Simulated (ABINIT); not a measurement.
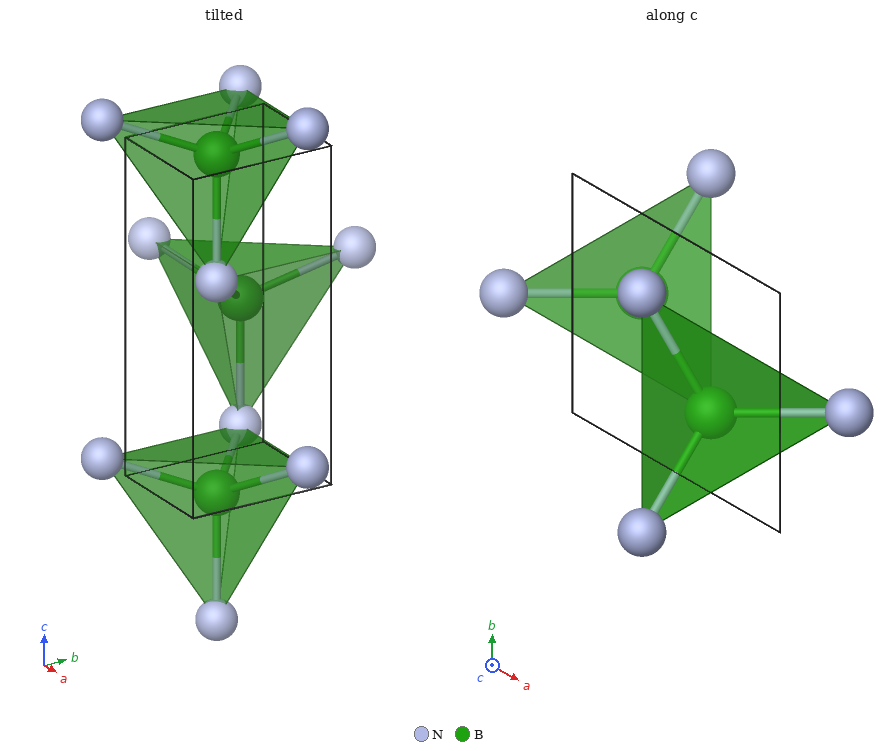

BN, wurtzite, space group P6₃mc (No. 186), a = 2.554 Å, b = 2.554 Å, c = 4.227 Å, α = 90.00°, β = 90.00°, γ = 120.00°. Polyhedral drawing of the structure, looking slightly off an axis and along the c axis. The edges of the conventional unit cell are marked. Some neighbours outside the box are added. This one geometry was run with nine functionals. The cell is a structure listed in the Materials Project. Other forms of this composition are known.

Alike in all runs: ABINIT 10.8.3 (patched build); potentials JTH PAW PBE v2.0; cutoff 844 eV; k mesh 12 × 12 × 6 on the run's cell of 4 atoms; occupations fermi-dirac, width 0.05 eV; no spin polarisation; no spin-orbit coupling.

| level | pressure (GPa) | gap (eV) |
| --- | --- | --- |
| PBE | -0.2 | 5.19 |
| WC | -5.9 | 5.02 |
| revPBE | 4.1 | 5.24 |
| SCAN | -4.5 | 5.70 |
| RPBE | 5.4 | 5.26 |
| PW91 | -1.1 | 5.24 |
| BLYP | 6.2 | 5.58 |
| PBEsol | ? | ? |
| AM05 | -6.4 | 4.98 |

What does PBEsol give?

Pressure -5.8 GPa; gap 4.96 eV. That is between WC and SCAN in pressure.

Order the levels by the equilibrium volume that these pressures point to, smallest first.

AM05 (-6.4 GPa), WC (-5.9 GPa), PBEsol (-5.8 GPa), SCAN (-4.5 GPa), PW91 (-1.1 GPa), PBE (-0.2 GPa), revPBE (4.1 GPa), RPBE (5.4 GPa), BLYP (6.2 GPa). A higher pressure at one volume points to a larger equilibrium volume, as long as the bulk moduli are alike; rows a few tenths of a GPa apart can't be told apart.

Gaps are the least found on the k-mesh or band path.

Notes on single rows: SCAN: totals of a meta-GGA on PAW files have another zero than those of a GGA.

Caveat: rows whose functional differs from that of their potentials carry a shift in pressure and volume, which can reorder them; semilocal functionals give gaps below the measured ones.
